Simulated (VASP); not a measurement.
Geometry relaxation of PtAs2 (part 3 of 3)

PtAs2 (12 atoms in the cell); Kohn-Sham DFT of a periodic cell, PBE with D3(BJ), VASP PAW PBE potentials, recommended, no spin polarisation (VASP 6.6.1); cutoff 600 eV, 6×6×6 k-mesh, Gaussian smearing of 0.03 eV. The structure derives from an entry of the Crystallography Open Database.

Geometry of the input (Å; fractional positions):
```
5.9915  0.0000  -0.0000
-0.0000  5.9915  0.0000
-0.0000  0.0000  5.9915
As 0.3831  0.3831  0.3831
As 0.1169  0.6169  0.8831
As 0.8831  0.1169  0.6169
As 0.6169  0.8831  0.1169
As 0.6169  0.6169  0.6169
As 0.8831  0.3831  0.1169
As 0.1169  0.8831  0.3831
As 0.3831  0.1169  0.8831
Pt 1.0000  0.0000  0.0000
Pt 0.5000  0.0000  0.5000
Pt 0.5000  0.5000  0.0000
Pt 1.0000  0.5000  0.5000
```

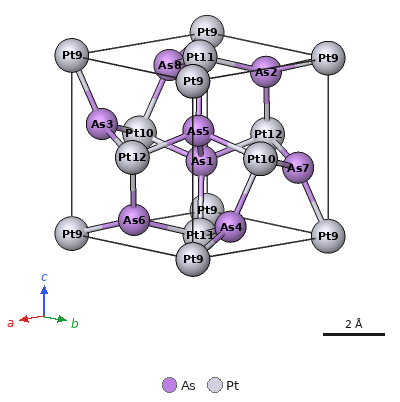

**Figure 1.** The geometry at step 2 of the log (ball-and-stick view of the cell of the calculation, seen at an oblique angle; atoms are numbered from 1 in the order of the input).

### Trajectory as extended XYZ, continued
```
12
Lattice="5.9921 0.0000 -0.0000 0.0000 5.9921 0.0000 0.0000 -0.0000 5.9921" Properties=species:S:1:pos:R:3:forces:R:3 step=2 energy=-74.54195
As    2.2954    2.2954    2.2954    0.0010   0.0010   0.0010
As    0.7007    3.6967    5.2914   -0.0010  -0.0010   0.0010
As    5.2914    0.7007    3.6967    0.0010  -0.0010  -0.0010
As    3.6967    5.2914    0.7007   -0.0010   0.0010  -0.0010
As    3.6967    3.6967    3.6967   -0.0010  -0.0010  -0.0010
As    5.2914    2.2954    0.7007    0.0010   0.0010  -0.0010
As    0.7007    5.2914    2.2954   -0.0010   0.0010   0.0010
As    2.2954    0.7007    5.2914    0.0010  -0.0010   0.0010
Pt    0.0000    0.0000    0.0000    0.0000   0.0000   0.0000
Pt    2.9960    0.0000    2.9960    0.0000   0.0000   0.0000
Pt    2.9960    2.9960    0.0000    0.0000   0.0000   0.0000
Pt    0.0000    2.9960    2.9960    0.0000   0.0000   0.0000
```

### Summary

```csv
quantity,value
outcome,converged
space group (tolerance 0.01 Å),Pa-3 (205)
electrons treated,80
free energy,−74.5420 eV
dispersion energy,−6.6546 eV
gap on the k-point mesh,0.25 eV
pressure,0.01 GPa
final volume,215.14 Å³
largest force (length of the vector) at the end,0.002 eV/Å
final cell,"a = 5.992 Å, b = 5.992 Å, c = 5.992 Å, α = 90.00°, β = 90.00°, γ = 90.00°"
hardware,"4 threads of Intel Xeon (Granite Rapids), 192 GiB of memory available, shared host"
wall time,90 s (CPU time 6 min)
peak memory,0.5 GiB
```

### Notes

Spin–orbit coupling is left out, which matters for Pt.
